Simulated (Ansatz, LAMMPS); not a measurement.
**Which site? a vacancy of C in regrown after partial melting: SiC with 20 % Si on C sites, (111) (192 atoms)**

Aim: make a vacancy of C at several sites of regrown after partial melting: SiC with 20 % Si on C sites, (111) (192 atoms), relax each, and compare their energies.

Main program and level: Ansatz 0.2.0; Kohn-Sham DFT, PBE, PAW (set soft_1), plane waves.

## 1. The starting structure

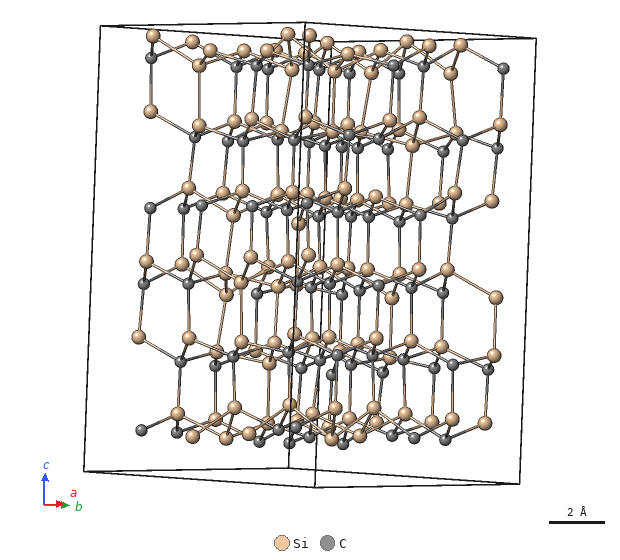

Start, viewed from the side, with the c axis up; silicon light orange, carbon grey.

The cell holds 192 atoms: 115 Si and 77 C. Its edges and angles: a = 12.332 Å, b = 10.680 Å, c = 16.361 Å, α = 90.0°, β = 90.0°, γ = 90.0°. It derives from SiC (zincblende SiC). A 2 x 1 x 2 block of zincblende SiC (a = 4.36 Å), 20 % of C replaced at random by Si with its (111) planes normal to z; the lower 50 % held fixed, the rest melted at 5000 K for 10 ps and cooled to 300 K at 20 K/ps with the Erhart-Albe potential (Erhart and Albe, Phys. Rev. B 71, 035211 (2005)); then all atoms free for 10 ps at 300 K, the cell's length along z at zero stress. Regions: crystal, 96 atoms (59 Si and 37 C); remelted part, 96 atoms (56 Si and 40 C).

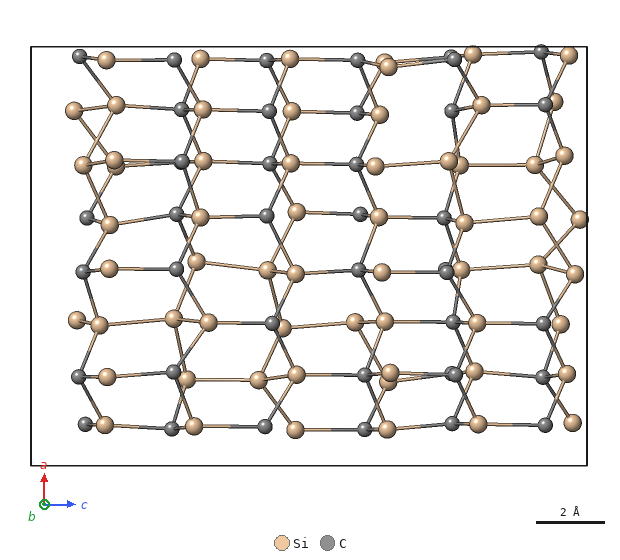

A slice 6 Å thick through the middle of the cell.

What the set-up can't give: The starting topology of bonds comes from the classical model, and needn't be the one that DFT or experiment would give. Sampling is at Γ alone, for a cell whose shortest periodic width is 11 Å.

## 2. Single point at the start

The forces at the start show how far the geometry lies from a minimum of this functional.

Contents of input.yaml:

```yaml
crystal:
  lattice:
    - [12.33194, 0.0, 0.0]
    - [0.0, 10.67978, 0.0]
    - [0.0, 0.0, 16.36096]
  atoms:
    - { symbol: Si, position: [0.96698, 0.05036, 0.97252] }
    - { symbol: C, position: [0.9696, 0.05206, 0.09379] }
    - { symbol: Si, position: [0.32915, 0.96537, 0.14124] }
    - { symbol: C, position: [0.34415, 0.97112, 0.25461] }
    - { symbol: Si, position: [0.09184, 0.96986, 0.13413] }
    - { symbol: C, position: [0.09544, 0.97176, 0.25104] }
    - { symbol: Si, position: [0.9741, 0.2156, 0.14213] }
    - { symbol: C, position: [0.97144, 0.21755, 0.26133] }
    - { symbol: Si, position: [0.21914, 0.56644, 0.964] }
    - { symbol: C, position: [0.21213, 0.56594, 0.08581] }
    - { symbol: Si, position: [0.09716, 0.47478, 0.13303] }
    - { symbol: C, position: [0.08792, 0.47325, 0.25333] }
    - { symbol: Si, position: [0.33497, 0.49052, 0.12332] }
    - { symbol: Si, position: [0.35084, 0.47356, 0.25694] }
    - { symbol: Si, position: [0.21172, 0.72526, 0.13724] }
    - { symbol: C, position: [0.22382, 0.72484, 0.25654] }
    - { symbol: Si, position: [0.21264, 0.20882, 0.13511] }
    - { symbol: C, position: [0.21888, 0.20698, 0.25207] }
    - { symbol: Si, position: [0.09184, 0.13431, 0.30572] }
    - { symbol: C, position: [0.08993, 0.14951, 0.42577] }
    - { symbol: Si, position: [0.34203, 0.13135, 0.30134] }
    - { symbol: C, position: [0.33291, 0.12721, 0.42334] }
    - { symbol: Si, position: [0.20599, 0.37264, 0.28039] }
    - { symbol: Si, position: [0.20429, 0.40683, 0.4095] }
    - { symbol: Si, position: [0.96781, 0.72773, 0.13577] }
    - { symbol: C, position: [0.96837, 0.7209, 0.25792] }
    - { symbol: Si, position: [0.3415, 0.66353, 0.31948] }
    - { symbol: C, position: [0.33975, 0.65113, 0.43416] }
    - { symbol: Si, position: [0.09403, 0.6389, 0.29345] }
    - { symbol: C, position: [0.09348, 0.63669, 0.421] }
    - { symbol: Si, position: [0.97588, 0.89088, 0.2847] }
    - { symbol: Si, position: [0.95413, 0.90875, 0.41525] }
    [... 154 atom lines left out ...]
    - { symbol: Si, position: [0.60174, 0.80121, 0.46703] }
    - { symbol: C, position: [0.58757, 0.80381, 0.58479] }
    - { symbol: Si, position: [0.84118, 0.79458, 0.47446] }
    - { symbol: C, position: [0.84454, 0.8041, 0.59041] }
    - { symbol: Si, position: [0.73293, 0.03949, 0.47655] }
    - { symbol: C, position: [0.71989, 0.04886, 0.59158] }
kpoints:
  mp_grid: { grid: [1, 1, 1] }
hamiltonian:
  xc: pbe
  pseudopotentials: { kind: paw, azcp: { folder: soft_1 } }
scf:
  occupations: { method: fermi_dirac, width: 0.025 }
output:
  forces: true
```

Started as:

```
$ ansatz run input.yaml --threads 8 --pin off --max-ram 15872MiB --backend cpu --events-out ev --progress --plain --runs-dir out
```

Numbers of over 12 decimals in the logs are rounded to 6 here.

Log:

```text
[...]
Pseudopotentials: kind: paw
Pseudopotential: Si, paw, valence charge 4, recommended cutoff 420 eV (normal), soft_1/Si.paw.azcp
Pseudopotential: C, paw, valence charge 4, recommended cutoff 420 eV (normal), soft_1/C.paw.azcp
[... 5 lines on functional and potentials left out ...]
Crystal: 192 atoms, lattice volume = 2154.778 Å³
Basis set: ecut = 420 eV, 42209 PW (Γ), exchange–correlation on 180×144×240 points (8 copies of the dense FFT grid, shifted against one another)
Bands: 576, of which v1, the nominal top of the filled ones, is band 384 counted from 1 (383 counted from 0)
Symmetry: 1 space group operations
Space group: P1 (ITA 1), of the structure as read, at distance tolerance 1.3e-4 Å
k-points: 1
[... 5 lines on functional and potentials left out ...]
Initial density: superposition of atomic densities (chi_scale 0.1, normalization cell, long waves kept (reshape's long-wave potential 0.81 eV rms))
Initial wavefunctions: pseudopotential atomic-orbital guess
[...]
SCF iter   1: F=—  HF=-92520.745486 eV  |F-HF|=—  |Δ(HF+E_count)|=         —  Δρ=1.18e-1  dr2=4.19e2  ethr=3.10e-3  ⟨swp⟩=6.0  Hψ=2680  notcnv=0  defer=167
preconditioner: auto → Resta (q_TF=auto, 2.297 Å⁻¹)  ε∞=4.8  [insulator: Δε(μ)=0.096 eV  Ē_g=11.389 eV  σ=0.025 eV  W_gap=0.74  n_scr=432 (ndim 8)  ℏωp=22.2 eV  f_vac=0.000  D(μ)=17.85/eV (n_scr^D=58)  ε∞_Penn≈4.8]
SCF iter   2: F=—  HF=-92416.905679 eV  |F-HF|=—  |Δ(HF+E_count)|=    1.04e2  Δρ=5.13e-2  dr2=7.93e1  ethr=3.10e-3  ⟨swp⟩=3.0  Hψ=1059  notcnv=0  defer=185
SCF iter   3: F=—  HF=-92397.583958 eV  |F-HF|=—  |Δ(HF+E_count)|=    1.93e1  Δρ=1.13e-2  dr2=8.22e0  ethr=3.10e-3  ⟨swp⟩=4.0  Hψ=1460  notcnv=0  defer=181
SCF iter   4: F=—  HF=-92397.057839 eV  |F-HF|=—  |Δ(HF+E_count)|=   5.26e-1  Δρ=4.07e-3  dr2=4.11e-1  ethr=1.07e-3  ⟨swp⟩=4.0  Hψ=422  notcnv=0  defer=181
SCF iter   5: F=—  HF=-92397.092633 eV  |F-HF|=—  |Δ(HF+E_count)|=   3.48e-2  Δρ=1.22e-3  dr2=7.17e-2  ethr=5.35e-5  ⟨swp⟩=5.0  Hψ=792  notcnv=0  defer=50
automatic band count: iteration 5 solves 445 bands in place of 576: the levels show a gap, and the empty bands left out lie too high to hold charge; the band table lists the bands solved (type scf.n_extra_bands for more)
SCF iter   6: F=—  HF=-92397.097136 eV  |F-HF|=—  |Δ(HF+E_count)|=   4.50e-3  Δρ=3.23e-4  dr2=4.60e-3  ethr=9.34e-6  ⟨swp⟩=2.0  Hψ=803  notcnv=0  defer=50
SCF iter   7: F=—  HF=-92397.097668 eV  |F-HF|=—  |Δ(HF+E_count)|=   5.32e-4  Δρ=7.72e-5  dr2=4.23e-4  ethr=5.99e-7  ⟨swp⟩=3.0  Hψ=817  notcnv=0  defer=50
SCF iter   8: F=—  HF=-92397.097665 eV  |F-HF|=—  |Δ(HF+E_count)|=   2.76e-6  Δρ=1.80e-5  dr2=1.23e-5  ethr=5.51e-8  ⟨swp⟩=3.0  Hψ=739  notcnv=0  defer=50
SCF iter   9: F=—  HF=-92397.098915 eV  |F-HF|=—  |Δ(HF+E_count)|=   1.25e-3  Δρ=5.20e-6  dr2=7.95e-7  ethr=1.61e-9  ⟨swp⟩=2.0  Hψ=780  notcnv=0  defer=50
SCF iter  10: F=-92397.098915 eV  HF=-92397.098915 eV  |F-HF|=2.15e-8  |Δ(HF+E_count)|=   3.51e-8  Δρ=1.22e-6  dr2=4.91e-8  ethr=1.30e-11  ⟨swp⟩=5.0  Hψ=1749  notcnv=0
SCF 1 converged in 10 iterations: F = -92397.098915 eV  dr2 = 4.91e-8
[...]
SCF converged after 10 iterations
Free energy (F): -92397.098915 eV
Harris-Foulkes:  -92397.098915 eV  (|F-HF|=2.15e-8)
Internal energy: -92397.049720 eV  (E = F + TS)
E sigma→0 (E₀):  -92397.074318 eV
Entropy (-TS):   -0.049195 eV (-0.256 meV/atom)
Fermi energy:    10.466780 eV
--- Per-component energies (eV) ---
[...]
Σ components = -92397.098915   (vs F -92397.098915, Δ=0.00e0)
--- Forces (eV/Å), atoms counted from 1 ---
  atom   1  Si     1.25759191     0.49432897    -0.75328490
  atom   2  C      0.84229843     0.85899053    -0.44737962
  atom   3  Si     0.33889633    -0.32090136    -1.06407454
  atom   4  C     -1.28619054     0.05740382     0.01823603
[...]
atom 192  C      0.15508477     0.24941701     0.43661851
  max |Σ_I F_I| component: 1.06e-4 eV/Å
```

The job ended after 19 s (8 threads of Arm Neoverse V2, shared host; peak memory 3.2 GiB).

The r.m.s. force at the start is 0.91 eV/Å.

## 3. Relaxation

The atoms are relaxed in the fixed cell, aiming at the force tolerance of the input.

Contents of input.yaml:

```yaml
crystal:
  lattice:
    - [12.33194, 0.0, 0.0]
    - [0.0, 10.67978, 0.0]
    - [0.0, 0.0, 16.36096]
  atoms:
    [... the 192 atom lines of step 2 ...]
kpoints:
  mp_grid: { grid: [1, 1, 1] }
hamiltonian:
  xc: pbe
  pseudopotentials: { kind: paw, azcp: { folder: soft_1 } }
scf:
  occupations: { method: fermi_dirac, width: 0.025 }
output:
  forces: true
relax:
  f_tol: 0.05
  max_steps: 120
```

Log:

```text
[...]
Crystal: 192 atoms, lattice volume = 2154.778 Å³
Basis set: ecut = 420 eV, 42209 PW (Γ), exchange–correlation on 180×144×240 points (8 copies of the dense FFT grid, shifted against one another)
Bands: 576, of which v1, the nominal top of the filled ones, is band 384 counted from 1 (383 counted from 0)
Symmetry: 1 space group operations
[...]
k-points: 1
[...]
SCF iter   1: F=—  HF=-92520.745484 eV  |F-HF|=—  |Δ(HF+E_count)|=         —  Δρ=1.18e-1  dr2=4.19e2  ethr=3.10e-3  ⟨swp⟩=6.0  Hψ=2680  notcnv=0  defer=167
[...]
SCF iter   8: F=-92397.098908 eV  HF=-92397.098915 eV  |F-HF|=7.22e-6  |Δ(HF+E_count)|=   1.74e-5  Δρ=1.89e-5  dr2=1.31e-5  ethr=8.14e-9  ⟨swp⟩=2.0  Hψ=1665  notcnv=0
SCF 1 converged in 8 iterations: F = -92397.098908 eV  dr2 = 1.31e-5
[...]
relax step   1: F+E_penalty+E_count = -92397.09890818 eV  Δ(F+E_penalty+E_count) = +0.000e0 eV  max|allowed force component| = 2.974e0 eV/Å  Δτ_max = 0.0000 Å  (8 SCF iters, dr2 threshold 6.25e-5 eV, accepted)
[...]
relax step   2: F+E_penalty+E_count = -92406.04120794 eV  Δ(F+E_penalty+E_count) = -8.942e0 eV  max|allowed force component| = 1.295e0 eV/Å  Δτ_max = 0.1542 Å  (6 SCF iters, dr2 threshold 1.00e-4 eV, accepted)
[...]
relax step   3: F+E_penalty+E_count = -92408.28566683 eV  Δ(F+E_penalty+E_count) = -2.244e0 eV  max|allowed force component| = 7.599e-1 eV/Å  Δτ_max = 0.2000 Å  (6 SCF iters, dr2 threshold 1.00e-4 eV, accepted)
relax step   4: F+E_penalty+E_count = -92408.33286236 eV  Δ(F+E_penalty+E_count) = -4.720e-2 eV  max|allowed force component| = 1.026e0 eV/Å  Δτ_max = 0.1481 Å  (6 SCF iters, dr2 threshold 1.00e-4 eV, accepted)
relax step   5: F+E_penalty+E_count = -92408.32258326 eV  Δ(F+E_penalty+E_count) = +1.028e-2 eV  max|allowed force component| = 6.974e-1 eV/Å  Δτ_max = 0.2000 Å  (6 SCF iters, dr2 threshold 1.00e-4 eV, rejected (line search))
relax step   6: F+E_penalty+E_count = -92408.59230922 eV  Δ(F+E_penalty+E_count) = -2.594e-1 eV  max|allowed force component| = 2.438e-1 eV/Å  Δτ_max = 0.1000 Å  (7 SCF iters, accepted)
relax step   7: F+E_penalty+E_count = -92408.61693034 eV  Δ(F+E_penalty+E_count) = -2.462e-2 eV  max|allowed force component| = 5.495e-2 eV/Å  Δτ_max = 0.0201 Å  (6 SCF iters, dr2 threshold 3.71e-6 eV, accepted)
[...]
relax step   8: F+E_penalty+E_count = -92408.62038115 eV  Δ(F+E_penalty+E_count) = -3.451e-3 eV  max|allowed force component| = 3.437e-2 eV/Å  Δτ_max = 0.0106 Å  (6 SCF iters, accepted)
SCF converged after 6 iterations
Free energy (F): -92408.620381 eV
[...]
Internal energy: -92408.620272 eV  (E = F + TS)
E sigma→0 (E₀):  -92408.620327 eV
Entropy (-TS):   -0.000109 eV (-0.001 meV/atom)
Fermi energy:    10.731550 eV
[...]
--- Forces (eV/Å), atoms counted from 1 ---
  atom   1  Si    -0.00181863    -0.00053173     0.00051642
  atom   2  C     -0.00129122    -0.01274061    -0.00456765
  atom   3  Si     0.00294725    -0.00286959    -0.00358968
  atom   4  C      0.00265773     0.00037524     0.00093796
  atom   5  Si    -0.00570579     0.00223842     0.00029962
  atom   6  C      0.00193011    -0.00246626     0.00197449
  atom   7  Si     0.00586889     0.00236943     0.00547484
  atom   8  C     -0.00001089     0.00351024    -0.00218482
  atom   9  Si    -0.00555466    -0.00431090    -0.00166986
  atom  10  C      0.00085672    -0.00157005     0.00194298
  atom  11  Si    -0.00488843    -0.00579491     0.00001393
  atom  12  C      0.00229131    -0.00465555     0.00242759
  atom  13  Si    -0.00708683    -0.00417594     0.00195550
  atom  14  Si    -0.00077389     0.00274795    -0.01513114
[...]
atom 191  Si     0.00019292    -0.00178780     0.00345449
  atom 192  C      0.00287549    -0.00105194     0.00358430
  max |Σ_I F_I| component: 5.64e-6 eV/Å
--- Relaxed structure (8 steps of the walk, 7 accepted, 0 SCFs on fresh bases) ---
  F+E_penalty+E_count = -92408.62038115 eV   max|allowed force component| = 3.437e-2 eV/Å
  atoms:
    - { symbol: Si, position: [0.970796, 0.058377, 0.966680] }
    - { symbol: C, position: [0.968122, 0.062562, 0.091196] }
    - { symbol: Si, position: [0.324437, 0.965434, 0.131563] }
    - { symbol: C, position: [0.336621, 0.971873, 0.248044] }
[...]
- { symbol: C, position: [0.723267, 0.053015, 0.594074] }
```

Wall time 2.1 min (8 threads); peak memory 3.2 GiB.

The relaxation converged after 8 steps, 11.5 eV below its start, with a largest force component of 0.034 eV/Å.

[end of part 1 of 3]

[Logs are printed without paths, hosts, clocks, repeated set-up lines and the standing remarks that a program may print on its own settings, such as how far it seeks lower states.]

[Hosts, paths, dates, database ids (printed as entryN), source tags and the programs' standing remarks are cut or masked in the printed files.]
